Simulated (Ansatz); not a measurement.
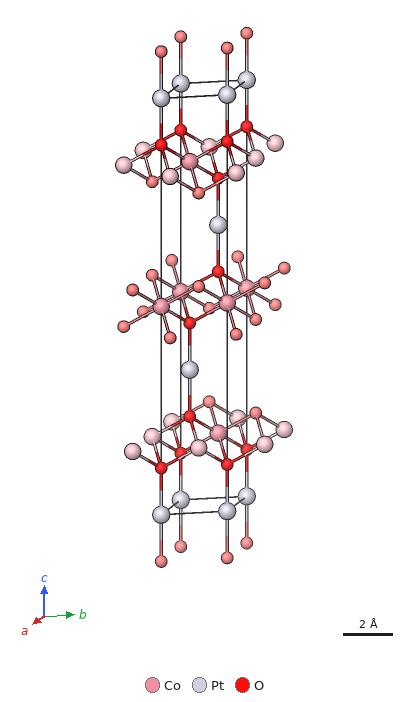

Figure 1. The structure (ball-and-stick view of the cell 3 times as large as that of the calculation, set on its symmetry axes, seen slightly off an axis; neighbours outside the cell are drawn fainter). An atom can appear more than once, as a periodic image. Near neighbours in the periodic cell (some may lie outside the picture): Co has 6 O at 1.90 Å; Pt has 2 O at 2.00 Å; O has 3 Co at 1.90 Å and 1 Pt at 2.00 Å.

**Single-point calculation, with input and output: CoPtO2 (part 1 of 2)**

- system: CoPtO2 (R-3m, 4 atoms in the cell)
- method: DFT, PBE+U, PAW with Ansatz's default frozen-core files, scalar-relativistic, Ueff = 8 eV on Co d; Ueff = 8 eV on Pt d, spin-polarised (Ansatz 0.2.0)

The structure derives from a Materials Project entry. It belongs to a series of runs on one base structure; here: U = 8 eV on Co d and Pt d, PAW files. Figures and captions count atoms from 1; the log counts them from 0 in places.

**Input file**
```yaml
crystal:
  lattice:
    - [1.4122699173, 0.8153744169, 5.9393891094]
    - [-1.4122699173, 0.8153744169, 5.9393891094]
    - [0.0, -1.6307488338, 5.9393891094]
  atoms:
    - { symbol: Co, position: [0.5, 0.5, 0.5], spin: 2.0 }
    - { symbol: Pt, position: [0.0, 0.0, 0.0], spin: 0.6 }
    - { symbol: O, position: [0.88775597, 0.88775597, 0.88775597] }
    - { symbol: O, position: [0.11224403, 0.11224403, 0.11224403] }
magnetization:
  spin_polarized: true
kpoints:
  mp_grid: { grid: [12, 12, 12] }
scf:
  occupations: { method: fermi_dirac, width: 0.05 }
hamiltonian:
  xc: pbe
  pseudopotentials: { kind: paw }
  hubbard:
    sites: [{ species: Co, l: d, u_eff: 8 }, { species: Pt, l: d, u_eff: 8 }]
output:
  forces: true
  stress: true
  eigenvalues: true
  hubbard: { sites: [{ species: Co, l: d }, { species: Pt, l: d }] }
  populations: true
```

Launch command:
```bash
ansatz run input.yaml --threads 2 --pin off --max-ram 6144MiB --backend cpu --events-out ev --progress --plain --runs-dir out
```

**What the program printed**
```
basis.fft_grid_basis auto: the FFT boxes are laid along the combinations [[1, 0, -1], [0, 1, -1], [0, 0, 1]] of the cell's own vectors, 2.825, 2.825 and 6.159 Å long. The dense box has 20×20×45 points. Along the cell's own vectors, as sized, it would have 45×45×45, 5.06 times as many. Of the 12 symmetry operations that the crystal satisfies within crystal.symmetry.tolerance (time reversal apart; of a slab, those that keep its plane) the dense box along the cell's own vectors carries 12, and the one as laid loses 8 of those. basis.fft_grid_basis: typed keeps the cell's own vectors: state it where this run's energies or levels are differenced outside the engine with another run's, or held beside a run that keeps those vectors.
Co: projections on atomic orbitals take those of the free atom [Ne] 3s2 3p6 3d7 4s2, of charge +0.00 (hamiltonian.pseudopotentials.projection_atoms); the dataset's partial waves leave at most 1.4e-6 of an orbital's norm unspanned inside its sphere
Pt: projections on atomic orbitals take those of the free atom [Kr 4d10 4f14] 5s2 5p6 5d9 6s1, of charge +0.00 (hamiltonian.pseudopotentials.projection_atoms); the dataset's partial waves leave at most 9.1e-5 of an orbital's norm unspanned inside its sphere
O: projections on atomic orbitals take those of the free atom [He] 2s2 2p4, of charge +0.00 (hamiltonian.pseudopotentials.projection_atoms); the dataset's partial waves leave at most 1.9e-8 of an orbital's norm unspanned inside its sphere
Engine: ansatz 0.2.0, x86_64-unknown-linux-gnu
Pseudopotentials: kind: paw
Pseudopotential: Co, paw, valence charge 17, recommended cutoff 420 eV (normal), Co.paw.azcp
Pseudopotential: Pt, paw, valence charge 18, recommended cutoff 420 eV (normal), Pt.paw.azcp
Pseudopotential: O, paw, valence charge 6, recommended cutoff 420 eV (normal), O.paw.azcp
Functional definition: PBE
  parameter kappa = 0.804
  parameter beta = 0.06672455060314922
  exchange = pbe_x(kappa = kappa, mu = beta*pi^2/3)
  correlation = pbe_c(beta = beta)
Crystal: 4 atoms, lattice volume = 41.036 Å³
Basis set: ecut = 420 eV, 805 PW (Γ), FFT grids on a1−a3, a2−a3, a3, exchange–correlation on 40×40×90 points (8 copies of the dense FFT grid, shifted against one another)
Bands: 30, of which v1, the nominal top of the filled ones, is band 24 counted from 1 (23 counted from 0)
Symmetry: 12 space group operations
Space group: R-3m (ITA 166), of the structure as read, at distance tolerance 3.4e-5 Å
Magnetic group: BNS 166.97 (UNI 1327), of the structure as read, at distance tolerance 3.4e-5 Å
k-points: 189 of 1728
Non-local potential: Co, projectors of the file, l = 0: 3, l = 1: 2, l = 2: 3, l = 3: 1
Non-local potential: Pt, projectors of the file, l = 0: 3, l = 1: 2, l = 2: 2, l = 3: 1
Non-local potential: O, projectors of the file, l = 0: 2, l = 1: 2, l = 2: 1
PAW form: soft (Blöchl's): semilocal exchange-correlation on the pseudo side does not see the compensation charge
PAW one-centre angular grid: Co, 590 points (default); XC on 64 Gauss nodes
PAW one-centre angular grid: Pt, 590 points (default); XC on 64 Gauss nodes
PAW one-centre angular grid: O, 110 points (default); XC on 64 Gauss nodes
Initial density: superposition of atomic densities (chi_scale 0.1, normalization cell, long waves kept (reshape's long-wave potential 0.28 eV rms))
Starting moments: Σ|m| = 2.6 μB on 2 of 4 sites
Initial wavefunctions: pseudopotential atomic-orbital guess
Functional: x = pbe(κ = 0.804, μ = 0.2195149727645171), c = pbe(β = 0.06672455060314922)
SCF iter   1: F=—  HF=-18774.480311 eV  |F-HF|=—  |Δ(HF+E_count)|=         —  Δρ=2.38e-1 (↑1.14e-1 ↓2.38e-1)  dr2=4.01e1  dr2_m=2.00e0  M=0.918 μB ∫|m|=1.085 μB  β_m=0.30  ethr=3.10e-3  ⟨swp⟩=5.5  Hψ=40730  notcnv=0
preconditioner: auto → Kerker (q_TF=auto, 2.791 Å⁻¹)  [metal: Δε(μ)=0.006 eV  Ē_g=13.099 eV  σ=0.050 eV  W_gap=0.03  n_scr=16 (ndim 8)  ℏωp=32.3 eV  f_vac=0.000  D(μ)=2.22/eV (n_scr^D=28)]
spin=Collinear: Kerker preconditioning applied to the charge; magnetization (m = ρ↑ − ρ↓) channel mixes plain (no charge-response kernel on spin).
SCF iter   2: F=—  HF=-18772.011554 eV  |F-HF|=—  |Δ(HF+E_count)|=    2.47e0  Δρ=1.23e-1 (↑3.91e-2 ↓1.23e-1)  dr2=5.69e0  dr2_m=9.36e-1  M=2.176 μB ∫|m|=2.299 μB  β_m=0.30  ethr=3.10e-3  ⟨swp⟩=3.0  Hψ=27474  notcnv=0  defer=398
SCF iter   3: F=—  HF=-18772.102836 eV  |F-HF|=—  |Δ(HF+E_count)|=   9.13e-2  Δρ=4.17e-2 (↑2.97e-2 ↓4.17e-2)  dr2=7.71e-1  dr2_m=1.48e-1  M=1.343 μB ∫|m|=1.837 μB  β_m=0.30  ethr=3.10e-3  ⟨swp⟩=2.6  Hψ=21475  notcnv=0  defer=294
SCF iter   4: F=—  HF=-18772.654461 eV  |F-HF|=—  |Δ(HF+E_count)|=   5.52e-1  Δρ=4.77e-2 (↑3.80e-2 ↓4.77e-2)  dr2=3.85e-1  dr2_m=5.47e-1  M=0.784 μB ∫|m|=1.682 μB  β_m=0.30  ethr=1.64e-3  ⟨swp⟩=2.3  Hψ=16836  notcnv=0  defer=389
SCF iter   5: F=—  HF=-18773.402314 eV  |F-HF|=—  |Δ(HF+E_count)|=   7.48e-1  Δρ=7.08e-2 (↑7.08e-2 ↓4.23e-2)  dr2=3.86e-1  dr2_m=1.15e0  M=0.361 μB ∫|m|=1.439 μB  β_m=0.30  ethr=8.20e-4  ⟨swp⟩=2.2  Hψ=18761  notcnv=0  defer=416
SCF iter   6: F=—  HF=-18774.133096 eV  |F-HF|=—  |Δ(HF+E_count)|=   7.31e-1  Δρ=6.39e-2 (↑6.39e-2 ↓4.52e-2)  dr2=1.92e-1  dr2_m=1.09e0  M=0.153 μB ∫|m|=1.274 μB  β_m=0.30  ethr=8.20e-4  ⟨swp⟩=2.0  Hψ=15315  notcnv=0  defer=458
SCF iter   7: F=—  HF=-18774.604288 eV  |F-HF|=—  |Δ(HF+E_count)|=   4.71e-1  Δρ=4.35e-2 (↑4.35e-2 ↓3.92e-2)  dr2=2.88e-2  dr2_m=6.40e-1  M=0.153 μB ∫|m|=1.227 μB  β_m=0.30  ethr=4.08e-4  ⟨swp⟩=2.1  Hψ=16723  notcnv=0  defer=502
SCF iter   8: F=—  HF=-18774.880734 eV  |F-HF|=—  |Δ(HF+E_count)|=   2.76e-1  Δρ=3.79e-2 (↑3.79e-2 ↓2.97e-2)  dr2=5.50e-2  dr2_m=4.26e-1  M=0.152 μB ∫|m|=1.152 μB  β_m=0.30  ethr=6.12e-5  ⟨swp⟩=2.1  Hψ=16050  notcnv=0  defer=503
SCF iter   9: F=—  HF=-18775.052115 eV  |F-HF|=—  |Δ(HF+E_count)|=   1.71e-1  Δρ=3.43e-2 (↑3.43e-2 ↓2.22e-2)  dr2=9.50e-2  dr2_m=2.94e-1  M=0.151 μB ∫|m|=1.082 μB  β_m=0.30  ethr=6.12e-5  ⟨swp⟩=1.7  Hψ=13529  notcnv=0  defer=503
SCF iter  10: F=—  HF=-18775.224955 eV  |F-HF|=—  |Δ(HF+E_count)|=   1.73e-1  Δρ=3.35e-2 (↑1.49e-2 ↓3.35e-2)  dr2=7.20e-1  dr2_m=5.66e-2  M=0.153 μB ∫|m|=1.129 μB  β_m=0.30  ethr=6.12e-5  ⟨swp⟩=3.0  Hψ=24692  notcnv=0  defer=502
SCF iter  11: F=—  HF=-18775.179879 eV  |F-HF|=—  |Δ(HF+E_count)|=   4.51e-2  Δρ=2.59e-2 (↑2.59e-2 ↓1.39e-2)  dr2=6.45e-2  dr2_m=1.44e-1  M=0.148 μB ∫|m|=1.011 μB  β_m=0.30  ethr=6.12e-5  ⟨swp⟩=2.8  Hψ=24156  notcnv=0  defer=499
SCF iter  12: F=—  HF=-18775.227045 eV  |F-HF|=—  |Δ(HF+E_count)|=   4.72e-2  Δρ=2.05e-2 (↑2.05e-2 ↓1.21e-2)  dr2=3.39e-2  dr2_m=9.98e-2  M=0.147 μB ∫|m|=0.965 μB  β_m=0.30  ethr=6.12e-5  ⟨swp⟩=2.1  Hψ=15936  notcnv=0  defer=502
SCF iter  13: F=—  HF=-18775.276629 eV  |F-HF|=—  |Δ(HF+E_count)|=   4.96e-2  Δρ=2.53e-2 (↑2.53e-2 ↓6.43e-3)  dr2=1.48e-1  dr2_m=8.96e-2  M=0.146 μB ∫|m|=0.893 μB  β_m=0.30  ethr=6.12e-5  ⟨swp⟩=1.5  Hψ=11427  notcnv=0  defer=502
SCF iter  14: F=—  HF=-18775.297681 eV  |F-HF|=—  |Δ(HF+E_count)|=   2.11e-2  Δρ=2.17e-2 (↑2.17e-2 ↓5.01e-3)  dr2=1.11e-1  dr2_m=6.48e-2  M=0.147 μB ∫|m|=0.847 μB  β_m=0.30  ethr=6.12e-5  ⟨swp⟩=2.0  Hψ=13181  notcnv=0  defer=502
SCF iter  15: F=—  HF=-18775.308713 eV  |F-HF|=—  |Δ(HF+E_count)|=   1.10e-2  Δρ=1.76e-2 (↑1.76e-2 ↓4.80e-3)  dr2=6.43e-2  dr2_m=4.66e-2  M=0.148 μB ∫|m|=0.807 μB  β_m=0.30  ethr=6.12e-5  ⟨swp⟩=2.0  Hψ=13729  notcnv=0  defer=502
Mixer restart at iter 15: flushing history
spin-set hold released at iteration 15 (site moments contracting): the magnetisation degrees of freedom join the quasi-Newton model from the next iteration; the mixer history was flushed
SCF iter  16: F=—  HF=-18775.315046 eV  |F-HF|=—  |Δ(HF+E_count)|=   6.33e-3  Δρ=1.09e-2 (↑1.09e-2 ↓7.54e-3)  dr2=1.45e-2  dr2_m=3.15e-2  M=0.149 μB ∫|m|=0.778 μB  β_m=0.59  ethr=6.12e-5  ⟨swp⟩=2.0  Hψ=18107  notcnv=0  defer=524
SCF iter  17: F=—  HF=-18775.343153 eV  |F-HF|=—  |Δ(HF+E_count)|=   2.81e-2  Δρ=1.19e-2 (↑1.19e-2 ↓2.01e-3)  dr2=3.67e-2  dr2_m=1.77e-2  M=0.150 μB ∫|m|=0.656 μB  β_m=0.24  ethr=3.08e-5  ⟨swp⟩=2.1  Hψ=18346  notcnv=0  defer=533
SCF iter  18: F=—  HF=-18775.350388 eV  |F-HF|=—  |Δ(HF+E_count)|=   7.23e-3  Δρ=6.22e-3 (↑3.33e-3 ↓6.22e-3)  dr2=3.02e-3  dr2_m=8.26e-3  M=0.151 μB ∫|m|=0.589 μB  β_m=0.50  ethr=3.08e-5  ⟨swp⟩=2.0  Hψ=21400  notcnv=0  defer=537
SCF iter  19: F=—  HF=-18775.370529 eV  |F-HF|=—  |Δ(HF+E_count)|=   2.01e-2  Δρ=3.60e-3 (↑1.42e-3 ↓3.60e-3)  dr2=3.76e-3  dr2_m=1.47e-3  M=0.152 μB ∫|m|=0.383 μB  β_m=0.82  ethr=6.43e-6  ⟨swp⟩=2.0  Hψ=21770  notcnv=0  defer=556
SCF iter  20: F=—  HF=-18775.376153 eV  |F-HF|=—  |Δ(HF+E_count)|=   5.62e-3  Δρ=8.67e-4 (↑8.47e-4 ↓8.67e-4)  dr2=5.11e-4  dr2_m=1.93e-5  M=0.152 μB ∫|m|=0.212 μB  β_m=0.91  ethr=6.43e-6  ⟨swp⟩=2.0  Hψ=21876  notcnv=0  defer=565
SCF iter  21: F=—  HF=-18775.376176 eV  |F-HF|=—  |Δ(HF+E_count)|=   2.32e-5  Δρ=6.68e-4 (↑6.68e-4 ↓1.73e-4)  dr2=1.88e-4  dr2_m=2.93e-5  M=0.152 μB ∫|m|=0.215 μB  β_m=0.95  ethr=1.09e-6  ⟨swp⟩=2.0  Hψ=19951  notcnv=0  defer=564
SCF iter  22: F=—  HF=-18775.376221 eV  |F-HF|=—  |Δ(HF+E_count)|=   4.49e-5  Δρ=3.04e-4 (↑5.26e-5 ↓3.04e-4)  dr2=3.67e-5  dr2_m=9.09e-6  M=0.152 μB ∫|m|=0.209 μB  β_m=0.98  ethr=3.99e-7  ⟨swp⟩=2.3  Hψ=17162  notcnv=0  defer=564
SCF iter  23: F=—  HF=-18775.376254 eV  |F-HF|=—  |Δ(HF+E_count)|=   3.34e-5  Δρ=2.36e-4 (↑1.93e-4 ↓2.36e-4)  dr2=6.78e-5  dr2_m=4.63e-7  M=0.152 μB ∫|m|=0.209 μB  β_m=0.99  ethr=7.80e-8  ⟨swp⟩=2.0  Hψ=17568  notcnv=0  defer=564
SCF iter  24: F=—  HF=-18775.376247 eV  |F-HF|=—  |Δ(HF+E_count)|=   6.98e-6  Δρ=7.89e-5 (↑3.62e-5 ↓7.89e-5)  dr2=3.83e-6  dr2_m=3.71e-7  M=0.152 μB ∫|m|=0.209 μB  β_m=0.99  ethr=7.80e-8  ⟨swp⟩=2.0  Hψ=15252  notcnv=0  defer=564
SCF iter  25: F=—  HF=-18775.376248 eV  |F-HF|=—  |Δ(HF+E_count)|=   1.10e-6  Δρ=2.29e-5 (↑2.29e-5 ↓1.71e-5)  dr2=2.15e-7  dr2_m=9.86e-8  M=0.152 μB ∫|m|=0.208 μB  β_m=1.00  ethr=8.15e-9  ⟨swp⟩=2.1  Hψ=15610  notcnv=0  defer=564
SCF iter  26: F=—  HF=-18775.376249 eV  |F-HF|=—  |Δ(HF+E_count)|=   1.07e-6  Δρ=1.46e-5 (↑1.26e-5 ↓1.46e-5)  dr2=1.34e-7  dr2_m=5.05e-8  M=0.152 μB ∫|m|=0.208 μB  β_m=1.00  ethr=2.13e-10  ⟨swp⟩=8.8  Hψ=47525  notcnv=0
SCF iter  27: F=—  HF=-18775.376250 eV  |F-HF|=—  |Δ(HF+E_count)|=   9.04e-7  Δρ=1.12e-5 (↑1.12e-5 ↓1.03e-5)  dr2=1.31e-7  dr2_m=6.10e-9  M=0.152 μB ∫|m|=0.207 μB  β_m=1.00  ethr=2.13e-10  ⟨swp⟩=5.0  Hψ=43250  notcnv=0
iter 28 did not close the SCF: its close was put off for a magnetic moment that had not settled (scf_convergence_deferred on its scf_iter line)
SCF iter  28: F=-18775.376250 eV  HF=-18775.376250 eV  |F-HF|=3.69e-8  |Δ(HF+E_count)|=   1.20e-7  Δρ=6.54e-6 (↑6.54e-6 ↓6.11e-6)  dr2=5.04e-8  dr2_m=5.10e-10  M=0.152 μB ∫|m|=0.207 μB  β_m=1.00  ethr=2.13e-10  ⟨swp⟩=2.1  Hψ=37078  notcnv=0
iter 29 did not close the SCF: its close was put off for a magnetic moment that had not settled (scf_convergence_deferred on its scf_iter line)
SCF iter  29: F=-18775.376250 eV  HF=-18775.376250 eV  |F-HF|=7.53e-10  |Δ(HF+E_count)|=   2.83e-9  Δρ=1.27e-6 (↑1.27e-6 ↓1.17e-6)  dr2=1.47e-9  dr2_m=1.90e-10  M=0.152 μB ∫|m|=0.207 μB  β_m=1.00  ethr=1.07e-10  ⟨swp⟩=2.0  Hψ=34733  notcnv=0
SCF iter  30: F=-18775.376250 eV  HF=-18775.376250 eV  |F-HF|=8.73e-11  |Δ(HF+E_count)|=   1.71e-9  Δρ=3.90e-7 (↑3.80e-7 ↓3.90e-7)  dr2=2.19e-10  dr2_m=1.76e-11  M=0.152 μB ∫|m|=0.206 μB  ethr=3.13e-12  ⟨swp⟩=1.0  Hψ=29733  notcnv=0
SCF 1 converged in 30 iterations: F = -18775.376250 eV  dr2 = 2.19e-10
  greatest PAW one-centre occupation: 1.000 electrons in one spin orbital (limit 2), on the Co atom at site 0 (counted from 0), in its partial waves of l = 0
Symmetry: 6 space group operations
k-points: 294 of 1728
Initial density: read from a saved state, or passed on in memory by an earlier SCF of this step, an earlier step, the calling program or the single point that the run made first
Starting moments: Σ|m| = 2.6 μB on 2 of 4 sites; this step starts from the density that it was given
Initial wavefunctions: those read from a saved state, or passed on in memory by an earlier step or the calling program
iter 1 solved again at ethr=1.00e-12 eV; its pass at ethr=2.13e-6 eV (dr2=2.19e-10 eV) is discarded
SCF iter   1: F=—  HF=-18775.376250 eV  |F-HF|=—  |Δ(HF+E_count)|=         —  Δρ=3.91e-7 (↑3.80e-7 ↓3.91e-7)  dr2=2.19e-10  dr2_m=1.78e-11  M=0.152 μB ∫|m|=0.206 μB  ethr=1.00e-12  ⟨swp⟩=1.0  Hψ=82414  notcnv=0
preconditioner: auto → none  [insulator: Δε(μ)=0.251 eV  Ē_g=13.753 eV  σ=0.050 eV  W_gap=0.65  n_scr=16 (ndim 8)  ℏωp=32.3 eV  f_vac=0.005  D(μ)=0.24/eV (n_scr^D=0)  ε∞_Penn≈6.5]
SCF iter   2: F=—  HF=-18775.376251 eV  |F-HF|=—  |Δ(HF+E_count)|=   1.76e-7  Δρ=3.12e-5 (↑3.08e-5 ↓3.12e-5)  dr2=1.28e-6  dr2_m=7.81e-11  M=0.152 μB ∫|m|=0.206 μB  ethr=2.13e-6  ⟨swp⟩=1.0  Hψ=58848  notcnv=0
SCF iter   3: F=-18775.376250 eV  HF=-18775.376250 eV  |F-HF|=8.89e-9  |Δ(HF+E_count)|=   1.74e-7  Δρ=2.89e-6 (↑2.88e-6 ↓2.89e-6)  dr2=1.02e-8  dr2_m=2.50e-12  M=0.152 μB ∫|m|=0.206 μB  ethr=2.13e-10  ⟨swp⟩=1.0  Hψ=37632  notcnv=0
an SCF along what the orbitals of the run's state read of its open shells (or to have them read: on a GPU, or by another smearing), with 6 of the crystal's symmetry operations given up (294 k-points in place of 189), reached no lower state that the run goes on to. This is no proof of a minimum
Symmetry: 4 space group operations
k-points: 476 of 1728
iter 1 solved again at ethr=1.00e-12 eV; its pass at ethr=2.13e-6 eV (dr2=2.19e-10 eV) is discarded
SCF iter   1: F=—  HF=-18775.376250 eV  |F-HF|=—  |Δ(HF+E_count)|=         —  Δρ=3.91e-7 (↑3.80e-7 ↓3.91e-7)  dr2=2.19e-10  dr2_m=1.78e-11  M=0.152 μB ∫|m|=0.206 μB  ethr=1.00e-12  ⟨swp⟩=1.0  Hψ=133453  notcnv=0
SCF iter   2: F=—  HF=-18775.376248 eV  |F-HF|=—  |Δ(HF+E_count)|=   2.39e-6  Δρ=6.39e-5 (↑5.88e-5 ↓6.39e-5)  dr2=4.45e-6  dr2_m=2.22e-7  M=0.152 μB ∫|m|=0.206 μB  ethr=2.13e-6  ⟨swp⟩=1.0  Hψ=95285  notcnv=0
SCF iter   3: F=—  HF=-18775.376250 eV  |F-HF|=—  |Δ(HF+E_count)|=   2.34e-6  Δρ=2.28e-5 (↑2.23e-5 ↓2.28e-5)  dr2=6.68e-7  dr2_m=3.31e-9  M=0.152 μB ∫|m|=0.206 μB  ethr=1.40e-8  ⟨swp⟩=1.0  Hψ=60928  notcnv=0
SCF iter   4: F=—  HF=-18775.376250 eV  |F-HF|=—  |Δ(HF+E_count)|=   4.67e-8  Δρ=2.85e-6 (↑2.80e-6 ↓2.85e-6)  dr2=8.92e-9  dr2_m=7.75e-11  M=0.152 μB ∫|m|=0.206 μB  ethr=2.13e-10  ⟨swp⟩=1.0  Hψ=60928  notcnv=0
SCF iter   5: F=-18775.376250 eV  HF=-18775.376250 eV  |F-HF|=7.28e-12  |Δ(HF+E_count)|=   3.15e-9  Δρ=1.75e-7 (↑1.75e-7 ↓1.72e-7)  dr2=2.14e-11  dr2_m=2.73e-12  M=0.152 μB ∫|m|=0.206 μB  ethr=2.46e-11  ⟨swp⟩=1.0  Hψ=60928  notcnv=0
an SCF along what the orbitals of the run's state read of its open shells (or to have them read: on a GPU, or by another smearing), with 8 of the crystal's symmetry operations given up (476 k-points in place of 189), reached no lower state that the run goes on to. This is no proof of a minimum
iter 1 solved again at ethr=1.00e-12 eV; its pass at ethr=2.13e-6 eV (dr2=2.19e-10 eV) is discarded
SCF iter   1: F=—  HF=-18775.376250 eV  |F-HF|=—  |Δ(HF+E_count)|=         —  Δρ=3.91e-7 (↑3.80e-7 ↓3.91e-7)  dr2=2.19e-10  dr2_m=1.78e-11  M=0.152 μB ∫|m|=0.206 μB  ethr=1.00e-12  ⟨swp⟩=1.0  Hψ=53107  notcnv=0
SCF iter   2: F=—  HF=-18777.725988 eV  |F-HF|=—  |Δ(HF+E_count)|=    2.35e0  Δρ=1.31e-1 (↑1.31e-1 ↓5.25e-2)  dr2=2.22e1  dr2_m=7.42e-1  M=1.404 μB ∫|m|=2.884 μB  ethr=2.13e-6  ⟨swp⟩=1.0  Hψ=70053  notcnv=0
preconditioner: auto → Kerker (q_TF=auto, 2.791 Å⁻¹)  [metal: Δε(μ)=0.033 eV  Ē_g=14.088 eV  σ=0.050 eV  W_gap=0.16  n_scr=16 (ndim 8)  ℏωp=32.3 eV  f_vac=0.003  D(μ)=0.79/eV (n_scr^D=2)]
spin=Collinear: Kerker preconditioning applied to the charge; magnetization (m = ρ↑ − ρ↓) channel mixes plain (no charge-response kernel on spin).
SCF iter   3: F=—  HF=-18775.109944 eV  |F-HF|=—  |Δ(HF+E_count)|=    2.62e0  Δρ=1.90e-2 (↑1.90e-2 ↓7.23e-3)  dr2=6.00e-1  dr2_m=2.01e-2  M=2.076 μB ∫|m|=2.980 μB  ethr=1.49e-5  ⟨swp⟩=1.0  Hψ=43518  notcnv=0
an SCF towards Hund's moment on open shells that bore less, with the run's symmetry operations kept, reached no lower state that the run goes on to. This is no proof of a minimum
Bands: 31, of which v1, the nominal top of the filled ones, is band 24 counted from 1 (23 counted from 0)
Symmetry: 1 space group operations
```
